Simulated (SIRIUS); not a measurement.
## CdS: 7 runs along one coordinate

System: CdS (F-43m, 2 atoms in the cell).
Method: Kohn-Sham DFT of a periodic cell, PBEsol, dojo-sr-pbesol-0.4.1-standard, no spin polarisation (SIRIUS 7.12.0).

The 7 runs differ only in the geometry, by an even scaling of the cell at fixed fractional positions. The structure derives from an entry of the Crystallography Open Database.

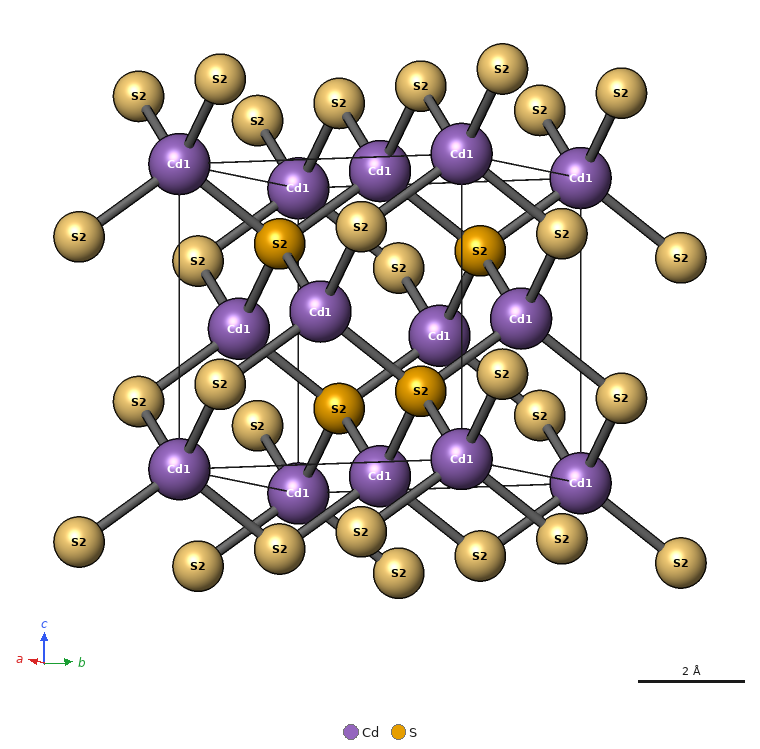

Figure 1. The structure of run 4 (ball-and-stick view of the cell 4 times as large as that of the calculation, set on its symmetry axes, seen at an oblique angle; neighbours outside the cell are drawn fainter; atoms are numbered from 1 in the order of the input). An atom can appear more than once, as a periodic image.

### Input of run 4
```
{
  "control": {
    "processing_unit": "cpu",
    "verbosity": 2,
    "num_bands_to_print": 21,
    "print_forces": true,
    "print_stress": true
  },
  "parameters": {
    "electronic_structure_method": "pseudopotential",
    "xc_functionals": ["XC_GGA_X_PBE_SOL", "XC_GGA_C_PBE_SOL"],
    "gk_cutoff": 10.1,
    "pw_cutoff": 20.2,
    "ngridk": [8, 8, 8],
    "shiftk": [0, 0, 0],
    "smearing": "fermi_dirac",
    "smearing_width": 0.0018374661,
    "num_bands": 21,
    "num_mag_dims": 0,
    "num_dft_iter": 100,
    "energy_tol": 1e-08,
    "density_tol": 1e-06
  },
  "iterative_solver": {
    "type": "davidson",
    "min_tolerance": 1e-10
  },
  "mixer": {
    "type": "anderson",
    "beta": 0.7,
    "max_history": 8
  },
  "settings": {
    "tol_ne": 1e-10,
    "pseudo_grid_cutoff": 6.5
  },
  "unit_cell": {
    "lattice_vectors": [
      [0.0, 5.511386242471, 5.511386242471],
      [5.511386242471, 0.0, 5.511386242471],
      [5.511386242471, 5.511386242471, 0.0]
    ],
    "atom_coordinate_units": "lattice",
    "atom_types": ["Cd", "S"],
    "atom_files": {
      "Cd": "Cd.json",
      "S": "S.json"
    },
    "atoms": {
      "Cd": [
        [0.0, 0.0, 0.0]
      ],
      "S": [
        [0.75, 0.75, 0.75]
      ]
    }
  }
}
```

Command:
```bash
upf_to_json Cd.upf
upf_to_json S.upf
OMP_NUM_THREADS=4 sirius.scf --input=sirius.json --output=out.json --task=0
```

Run 3 differs from it as follows:
```diff
-      [0.0, 5.511386242471, 5.511386242471],
-      [5.511386242471, 0.0, 5.511386242471],
-      [5.511386242471, 5.511386242471, 0.0]
+      [0.0, 5.474395958504, 5.474395958504],
+      [5.474395958504, 0.0, 5.474395958504],
+      [5.474395958504, 5.474395958504, 0.0]
```

### Results, with one run withheld

```csv
run,volume per atom (Å³),"free energy per atom, from the lowest run given (meV)",pressure (GPa),gap on the mesh (eV)
1,23.319,16.82,4.04,1.13
2,23.815,6.69,2.44,1.09
3,24.312,?,?,?
4,24.808,0.00,−0.26,1.00
5,25.304,2.49,−1.41,0.96
6,25.800,8.33,−2.43,0.92
7,26.296,17.16,−3.34,0.88
```

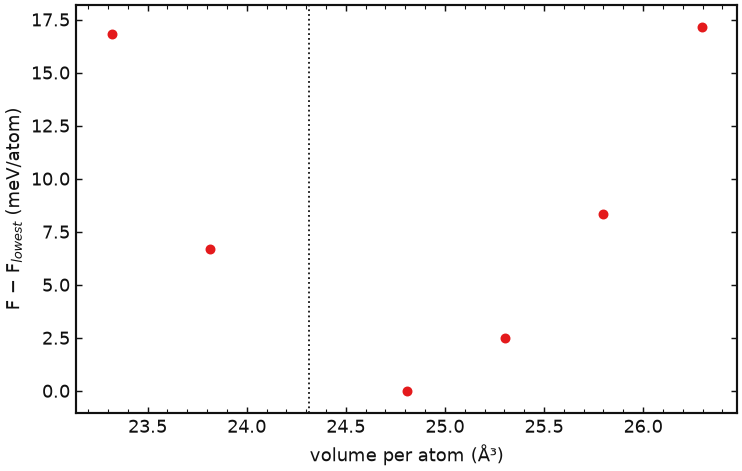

Figure 2. Free energy per atom of the runs given; the dotted line marks run 3.

Fit the runs given and predict run 3.

A cubic polynomial in V^(−2/3) (the Birch–Murnaghan form), fitted to the 6 runs given, misses them by under 0.01 meV per atom. With x = V^(−2/3) − 0.11742 Å⁻², it reads F = 0.07653 − 662.27 x + 7.6481e+05 x² + 1.9271e+06 x³ (meV per atom). At run 3 it gives 1.24 meV per atom, and the run itself gives 1.25. The slope of the fit gives a pressure −dF/dV of 1.05 GPa there, and the run prints 1.01 GPa. The fit has its minimum at 24.717 Å³ per atom, where V d²F/dV² gives 61.4 GPa: the bulk modulus at this level, since symmetry fixes the shape and the positions. The gap on the mesh goes, without turning, from 1.13 eV in run 1 to 0.88 eV in run 7; run 3 has 1.04 eV. These are gaps of this functional on this mesh, which can miss the band edges; they aren't the measured gap.

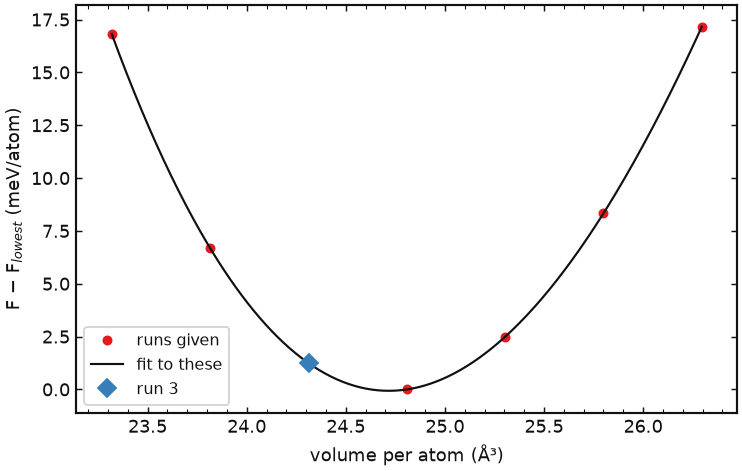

Figure 3. The fit and the withheld run.

### Some lines of the output (run 3)
```
[...]
[find] band gap (eV)                  :       1.04462628
[find] Efermi                         :       0.28388547
[find] Total energy                   :    -186.27091607 (Ha),    -372.54183214 (Ry)
[find] Free energy (E-TS)             :    -186.27091608 (Ha),    -372.54183217 (Ry)
[find] band gap (eV)                  :       1.04463314
[find] Efermi                         :       0.28388527
[find] Total energy                   :    -186.27091608 (Ha),    -372.54183216 (Ry)
[find] Free energy (E-TS)             :    -186.27091609 (Ha),    -372.54183218 (Ry)
[find] band gap (eV)                  :       1.04463977
[find] Efermi                         :       0.28388486
[find] band gap (eV)                  :       1.04462160
[find] Efermi                         :       0.28388519
[find] band gap (eV)                  :       1.04461804
[find] Efermi                         :       0.28388526
```
